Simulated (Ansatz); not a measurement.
# Ge: one change and its effect

System: Ge (Imma, 2 atoms in the cell).
Method of the first run: Kohn-Sham DFT of a periodic cell, r2SCANh, Ansatz PAW, no spin polarisation (Ansatz 0.2.0).

The structure derives from a Materials Project entry. Text and figures count atoms from 1; the logs count them from 0 in places.

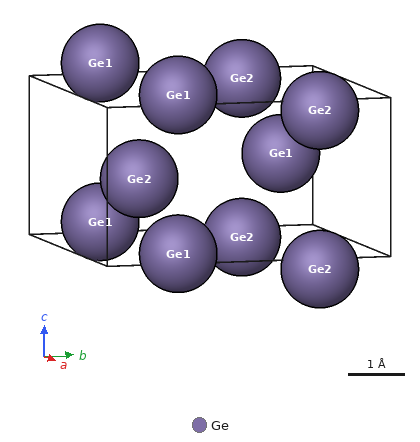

**Figure 1.** The input geometry (spheres-only view of the cell 2 times as large as that of the calculation, set on its symmetry axes, seen slightly off an axis; atoms are numbered from 1 in the order of the input). An atom can appear more than once, as a periodic image.

**Input file, the first run**
```yaml
crystal:
  lattice:
    - [-2.495898, 2.650863, 1.436947]
    - [2.495898, -2.650863, 1.436947]
    - [2.495898, 2.650863, -1.436947]
  atoms:
    - { symbol: Ge, position: [0.314057, 0.064057, 0.25] }
    - { symbol: Ge, position: [0.685943, 0.935943, 0.75] }
hamiltonian:
  xc: r2scanh
  pseudopotentials: { kind: paw }
kpoints:
  mp_grid: { grid: [6, 6, 6] }
scf:
  occupations: { method: fermi_dirac, width: 0.05 }
output:
  forces: true
  stress: true
  eigenvalues: true
```

Hardware: 1 × NVIDIA H100 80GB HBM3, 2 threads of AMD EPYC (Zen 3), 1656 GiB of memory available, shared host.

**Output, shortened to warnings, some set-up lines, iterations and results (the first run)**
```
Warning: output.stress: scf.convergence.dr2_threshold = 1e-7 eV (the SCF's general default) is looser than the 2e-10 eV advised for a printed stress (1e-10 eV for each atom of the cell: 2). What an SCF threshold leaves in a stress goes as its square root, and in the free energy as the threshold itself, and one threshold admits the most on a small cell: of the crystals measured, under no hybrid …
Warning: output.stress: scf.exx.energy_threshold = 1e-6 eV is looser than the 2e-8 eV advised for a stress under a hybrid functional (1e-8 eV for each atom of the cell: 2). Every SCF of the exchange loop can meet its threshold on dr2 while the loop round them stops early: no threshold on dr2 bounds what that leaves in the stress. Set scf.exx.energy_threshold to 2e-8 eV or tighter. The threshold …
Basis set: ecut = 500 eV, 953 PW (Γ), exchange–correlation on 120×120×120 points (64 copies of the dense FFT grid, shifted against one another)
Symmetry: 8 space group operations
k-points: 46 of 216
Initial density: superposition of atomic densities (neutral atoms: chi_scale 0, normalization atom), corrected by the library's trained network
[...]
SCF iter   1: F=—  HF=-8605.044133 eV  |F-HF|=—  |Δ(HF+E_count)|=         —  Δρ=6.51e-3  dr2=6.40e-3  dr2_τ=1.48e-3  ethr=1.77e-3  ⟨swp⟩=5.9  Hψ=3079  notcnv=0
SCF iter   2: F=—  HF=-8605.068488 eV  |F-HF|=—  |Δ(HF+E_count)|=   2.44e-2  Δρ=2.40e-3  dr2=1.43e-3  dr2_τ=2.27e-5  ethr=2.28e-5  ⟨swp⟩=3.9  Hψ=2580  notcnv=0
SCF iter   3: F=—  HF=-8605.068984 eV  |F-HF|=—  |Δ(HF+E_count)|=   4.96e-4  Δρ=1.60e-3  dr2=7.26e-4  dr2_τ=6.29e-6  ethr=5.11e-6  ⟨swp⟩=2.0  Hψ=1488  notcnv=0
SCF iter   4: F=—  HF=-8605.069254 eV  |F-HF|=—  |Δ(HF+E_count)|=   2.70e-4  Δρ=3.22e-4  dr2=2.05e-5  dr2_τ=2.76e-7  ethr=7.41e-8  ⟨swp⟩=3.0  Hψ=3335  notcnv=0
SCF iter   5: F=—  HF=-8605.069261 eV  |F-HF|=—  |Δ(HF+E_count)|=   6.89e-6  Δρ=7.46e-5  dr2=2.27e-6  dr2_τ=3.78e-8  ethr=7.33e-8  ⟨swp⟩=2.9  Hψ=1547  notcnv=0
[... 10 lines ...]
SCF 2 stopped early in 6 iterations: F = -8604.218537 eV  dr2 = 1.52e-8
SCF iter   1: F=—  HF=-8604.218533 eV  |F-HF|=—  |Δ(HF+E_count)|=         —  Δρ=5.85e-6  dr2=4.73e-9  dr2_τ=3.52e-10  ethr=1.86e-8  ⟨swp⟩=3.5  Hψ=1792  notcnv=0
SCF iter   2: F=—  HF=-8604.218533 eV  |F-HF|=—  |Δ(HF+E_count)|=   4.23e-8  Δρ=2.91e-6  dr2=1.09e-9  dr2_τ=1.38e-10  ethr=1.57e-11  ⟨swp⟩=4.0  Hψ=2840  notcnv=0
SCF iter   3: F=-8604.218533 eV  HF=-8604.218533 eV  |F-HF|=1.18e-10  |Δ(HF+E_count)|=  9.59e-10  Δρ=2.21e-6  dr2=5.26e-10  dr2_τ=9.50e-12  ethr=3.81e-12  ⟨swp⟩=3.1  Hψ=2149  …
SCF 3 converged in 3 iterations: F = -8604.218533 eV  dr2 = 5.26e-10
  Residual-converged pass: ⟨swp⟩=2.9  Hψ=1584  notcnv=0  max |occ|·‖R‖ = 2.7e-7 eV (tolerance 2.7e-7 eV)  dr2=5.25e-10  dr2_τ=9.52e-12  dr2_onsite=7.58e-10  max |Δocc| = 1.5e-14
hybrid outer 2: dexx = +7.200e-9 eV, tail = 2.64e-9 eV, Δε = 9.39e-4 eV (about 6.42e-5 eV left of the loop's levels), ΔF = 2.06e-4 eV/Å (tail 1.96e-4)
hybrid SCF converged: 2 outer / 9 inner (+8 warm-up), last move |dexx| = 7.20e-9 eV, tail = 2.64e-9 eV
Stability not checked: this state was not tested for a lower state beside it, because the functional holds exact exchange (a hybrid, or Hartree-Fock), whose exchange loop this test does not read (fock_operator; see scf.lower_state_search)
Free energy (F): -8604.218533 eV
Frozen-core exchange: fock
Harris-Foulkes:  -8604.218533 eV  (|F-HF|=1.18e-10)
Internal energy: -8604.214618 eV  (E = F + TS)
E sigma→0 (E₀):  -8604.216576 eV
Entropy (-TS):   -0.003916 eV (-1.958 meV/atom)
Fermi energy:    10.949256 eV
--- Per-component energies (eV) ---
  E_band       = -282.830753
  E_kinetic    = 219.850322
  E_local      = -4333.019925  (includes V_loc(G=0)·N_el)
  E_nonlocal   = 835.701910
  E_hartree    = 1899.395073
  E_xc         = -125.718463
  E_vxc        = -123.080331  (∫ρ·V_xc dr)
  E_exx        = -47.987017  (= α·E_x^exact, valence–valence)
  E_paw        = -4026.916107  (= ΣΔE_a)
  E_vpaw       = -591.862549  (= ΣTr[D̂ρ^β])
  E_aug_tail   = 0.000034  (compensation charges beyond the density's cutoff)
  E_vtau       = 6.764960  (kinetic-family band-sum trace: ∫τ·v_τ [+ j·A + Jᵃ·Aᵃ] dr)
  E_ewald      = -3023.321753
  E_core_change = -2.198692  (= ΣΔE_core)
  E_smearing   = -0.003916  (= −TS)
  E_closure    = -0.000000  (closes the sum)
  Σ components = -8604.218533   (vs F -8604.218533, Δ=-1.82e-12)
--- Forces (eV/Å), atoms counted from 1 ---
  atom   1  Ge     0.00000000     0.00000000     0.03986768
  atom   2  Ge     0.00000000     0.00000000    -0.03986768
  max |Σ_I F_I| component: 6.94e-18 eV/Å
--- Stress (GPa, compression-positive) ---
       -2.574638       0.000000       0.000000
        0.000000       2.884790       0.000000
        0.000000       0.000000      -3.884474
  P = ⅓ Tr σ = -1.1914 GPa (-11.914 kbar)
```

For the second run the input was changed thus:
```diff
-  xc: r2scanh
+  xc: r2scan0
```

Predict how the results change.

The total energies belong to different methods, so their difference says nothing on which is more stable or more accurate. The pressure goes from −1.19 to −2.13 GPa. The functional changes from r2scanh to r2scan0. The SCF takes 25 iterations against 17.

**Output, shortened to warnings, some set-up lines, iterations and results (the second run)**
```
Warning: output.stress: scf.convergence.dr2_threshold = 1e-7 eV (the SCF's general default) is looser than the 2e-10 eV advised for a printed stress (1e-10 eV for each atom of the cell: 2). What an SCF threshold leaves in a stress goes as its square root, and in the free energy as the threshold itself, and one threshold admits the most on a small cell: of the crystals measured, under no hybrid …
Warning: output.stress: scf.exx.energy_threshold = 1e-6 eV is looser than the 2e-8 eV advised for a stress under a hybrid functional (1e-8 eV for each atom of the cell: 2). Every SCF of the exchange loop can meet its threshold on dr2 while the loop round them stops early: no threshold on dr2 bounds what that leaves in the stress. Set scf.exx.energy_threshold to 2e-8 eV or tighter. The threshold …
Basis set: ecut = 500 eV, 953 PW (Γ), exchange–correlation on 120×120×120 points (64 copies of the dense FFT grid, shifted against one another)
Symmetry: 8 space group operations
k-points: 46 of 216
Initial density: superposition of atomic densities (neutral atoms: chi_scale 0, normalization atom), corrected by the library's trained network
[...]
SCF iter   1: F=—  HF=-8605.045050 eV  |F-HF|=—  |Δ(HF+E_count)|=         —  Δρ=6.56e-3  dr2=6.45e-3  dr2_τ=1.48e-3  ethr=1.77e-3  ⟨swp⟩=5.9  Hψ=3079  notcnv=0
SCF iter   2: F=—  HF=-8605.069315 eV  |F-HF|=—  |Δ(HF+E_count)|=   2.43e-2  Δρ=2.41e-3  dr2=1.43e-3  dr2_τ=2.29e-5  ethr=2.30e-5  ⟨swp⟩=3.9  Hψ=2579  notcnv=0
SCF iter   3: F=—  HF=-8605.069813 eV  |F-HF|=—  |Δ(HF+E_count)|=   4.98e-4  Δρ=1.61e-3  dr2=7.22e-4  dr2_τ=6.35e-6  ethr=5.10e-6  ⟨swp⟩=2.0  Hψ=1488  notcnv=0
SCF iter   4: F=—  HF=-8605.070083 eV  |F-HF|=—  |Δ(HF+E_count)|=   2.70e-4  Δρ=3.22e-4  dr2=2.06e-5  dr2_τ=2.76e-7  ethr=7.44e-8  ⟨swp⟩=3.0  Hψ=3336  notcnv=0
SCF iter   5: F=—  HF=-8605.070090 eV  |F-HF|=—  |Δ(HF+E_count)|=   6.89e-6  Δρ=7.46e-5  dr2=2.26e-6  dr2_τ=3.79e-8  ethr=7.35e-8  ⟨swp⟩=2.9  Hψ=1546  notcnv=0
[... 18 lines ...]
SCF iter   5: F=—  HF=-8602.978299 eV  |F-HF|=—  |Δ(HF+E_count)|=   2.79e-9  Δρ=9.48e-7  dr2=1.05e-7  dr2_τ=1.17e-11  ethr=2.73e-11  ⟨swp⟩=3.0  Hψ=2160  notcnv=0
SCF iter   6: F=—  HF=-8602.978300 eV  |F-HF|=—  |Δ(HF+E_count)|=   7.50e-7  Δρ=4.41e-6  dr2=7.75e-9  dr2_τ=2.06e-11  ethr=1.00e-12  ⟨swp⟩=5.0  Hψ=3109  notcnv=0
SCF iter   7: F=—  HF=-8602.978300 eV  |F-HF|=—  |Δ(HF+E_count)|=   1.01e-9  Δρ=1.97e-7  dr2=1.23e-9  dr2_τ=1.31e-13  ethr=1.00e-12  ⟨swp⟩=4.0  Hψ=2023  notcnv=0
SCF iter   8: F=-8602.978300 eV  HF=-8602.978300 eV  |F-HF|=1.82e-11  |Δ(HF+E_count)|=   2.55e-9  Δρ=4.85e-7  dr2=9.80e-11  dr2_τ=3.55e-13  ethr=1.00e-12  ⟨swp⟩=3.8  Hψ=1779  …
SCF 3 converged in 8 iterations: F = -8602.978300 eV  dr2 = 9.80e-11
  Residual-converged pass: ⟨swp⟩=3.0  Hψ=1984  notcnv=0  max |occ|·‖R‖ = 2.6e-7 eV (tolerance 2.7e-7 eV)  dr2=9.86e-11  dr2_τ=3.52e-13  dr2_onsite=9.30e-12  max |Δocc| = 8.8e-14
hybrid outer 2: dexx = +6.445e-7 eV, tail = 1.00e-8 eV, Δε = 2.83e-3 eV (about 7.04e-5 eV left of the loop's levels), ΔF = 1.63e-3 eV/Å (tail 5.42e-4)
hybrid SCF converged: 2 outer / 17 inner (+8 warm-up), last move |dexx| = 6.45e-7 eV, tail = 1.00e-8 eV
Stability not checked: this state was not tested for a lower state beside it, because the functional holds exact exchange (a hybrid, or Hartree-Fock), whose exchange loop this test does not read (fock_operator; see scf.lower_state_search)
Free energy (F): -8602.978300 eV
Frozen-core exchange: fock
Harris-Foulkes:  -8602.978300 eV  (|F-HF|=1.82e-11)
Internal energy: -8602.975568 eV  (E = F + TS)
E sigma→0 (E₀):  -8602.976934 eV
Entropy (-TS):   -0.002732 eV (-1.366 meV/atom)
Fermi energy:    10.978466 eV
--- Per-component energies (eV) ---
  E_band       = -331.928546
  E_kinetic    = 218.835306
  E_local      = -4334.391777  (includes V_loc(G=0)·N_el)
  E_nonlocal   = 836.371284
  E_hartree    = 1901.425821
  E_xc         = -107.365145
  E_vxc        = -104.114901  (∫ρ·V_xc dr)
  E_exx        = -120.110198  (= α·E_x^exact, valence–valence)
  E_paw        = -3972.164294  (= ΣΔE_a)
  E_vpaw       = -516.501361  (= ΣTr[D̂ρ^β])
  E_aug_tail   = 0.000034  (compensation charges beyond the density's cutoff)
  E_vtau       = 5.241753  (kinetic-family band-sum trace: ∫τ·v_τ [+ j·A + Jᵃ·Aᵃ] dr)
  E_ewald      = -3023.321753
  E_core_change = -2.254847  (= ΣΔE_core)
  E_smearing   = -0.002732  (= −TS)
  E_closure    = 0.000000  (closes the sum)
  Σ components = -8602.978300   (vs F -8602.978300, Δ=-1.82e-12)
--- Forces (eV/Å), atoms counted from 1 ---
  atom   1  Ge     0.00000000     0.00000000     0.04585736
  atom   2  Ge     0.00000000     0.00000000    -0.04585736
  max |Σ_I F_I| component: 0.00e0 eV/Å
--- Stress (GPa, compression-positive) ---
       -3.894679       0.000000       0.000000
        0.000000       2.108329       0.000000
        0.000000       0.000000      -4.605552
  P = ⅓ Tr σ = -2.1306 GPa (-21.306 kbar)
```

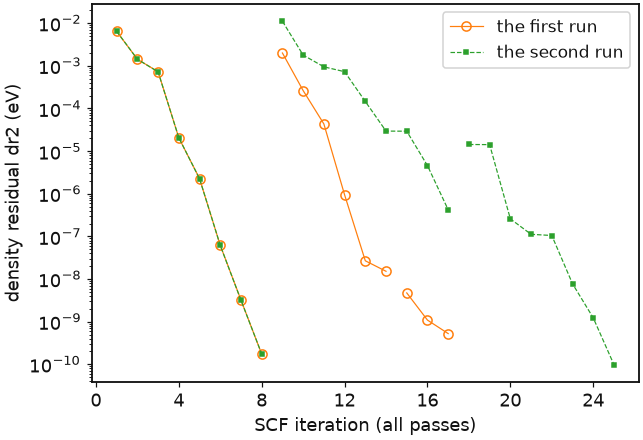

**Figure 2.** Convergence of the two runs: density residual dr2 against the SCF iteration. A break in a curve parts two SCF passes. The first run takes 17 iterations in all, and the second run takes 25.

**The two runs side by side**

```tsv
quantity	the first run	the second run
outcome	converged	converged
free energy per atom (eV)	−4302.1093	−4301.4891
energy per atom, smearing taken to zero (eV)	−4302.1083	−4301.4885
gap on the mesh (eV)	0.00	0.00
pressure (GPa)	−1.19	−2.13
largest force (eV/Å)	0.040	0.046
SCF iterations	17	25
irreducible k-points	46	46
plane waves at Γ	953	953
wall time (shared host)	79 s	82 s
```

For both runs: Warnings: the exchange loop's threshold is looser than advised for the stress; the SCF threshold is looser than advised for the printed stress.
